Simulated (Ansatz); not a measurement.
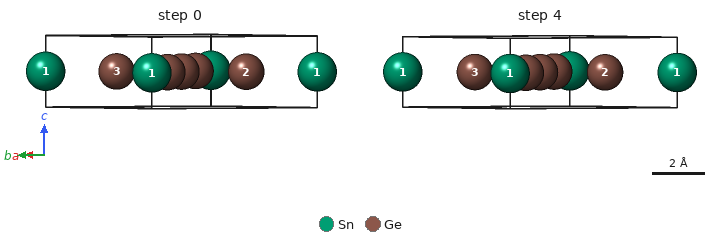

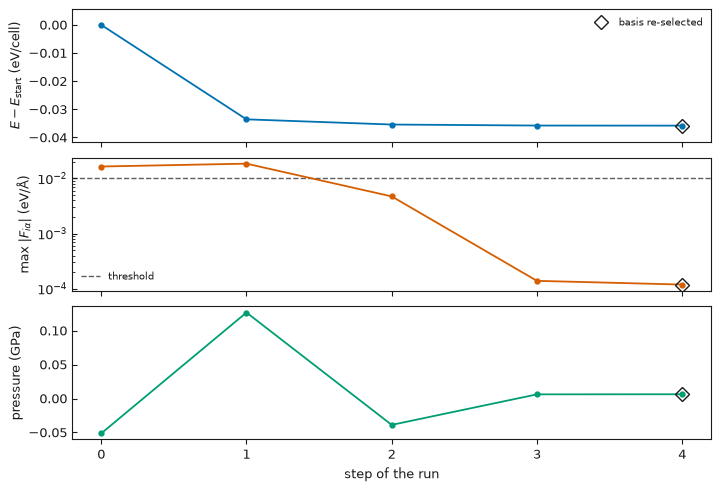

First and last geometry of a relaxation of solid SnGe5 (a generated structure, set up in P4/mmm), with the history of the run. Style: spheres-only. Shown: the cell of the calculation, from a free direction.

All numbers below come from DFT PBE, scalar-relativistic, plane waves, PAW in Ansatz. Set-up: plane-wave cutoff 420 eV; k-point mesh 6 × 6 × 14; occupations gaussian; smearing width 0.1 eV; no spin polarisation; cell and atoms relaxed; force threshold 0.01 eV/Å; at most 80 steps.

Question: What do the curves and the structures tell?

Answer: It converged. The energy falls by 35.8 meV per cell of the calculation in 3 accepted moves (4 points after the start). Largest force component: 0.016 eV/Å at the start, 0.00012 eV/Å at the end. The pressure goes from −0.05 to 0.01 GPa. The SCF was repeated once at an unchanged geometry on a basis and grid sized afresh for the cell, which shifted the energy by less than 0.05 meV per cell of the calculation at most. The largest moves relative to the cell, 0.016 Å, are those of Ge atoms. Sn stays in place. The drawn cell changes as follows: a = b 7.645 → 7.727 Å (+1.1 %), c 2.787 → 2.738 Å (−1.8 %); the volume changes by +0.3 %. Among the contacts that change: Ge–Ge 2.787 → 2.738 Å, Sn–Sn 2.787 → 2.738 Å, Ge–Sn 2.825 → 2.872 Å, Ge–Ge 2.580 → 2.592 Å. The space group stays P4/mmm (No. 123).

```tsv
step	E − E(0), meV/atom	largest force component, eV/Å	pressure, GPa	volume, Å³/atom	note
0	0.00	0.0164	-0.05	27.148	
1	-5.59	0.0185	0.13	27.210	
2	-5.90	0.0047	-0.04	27.248	
3	-5.96	0.0001	0.01	27.239	
4	-5.96	0.0001	0.01	27.239	same geometry, new basis
```
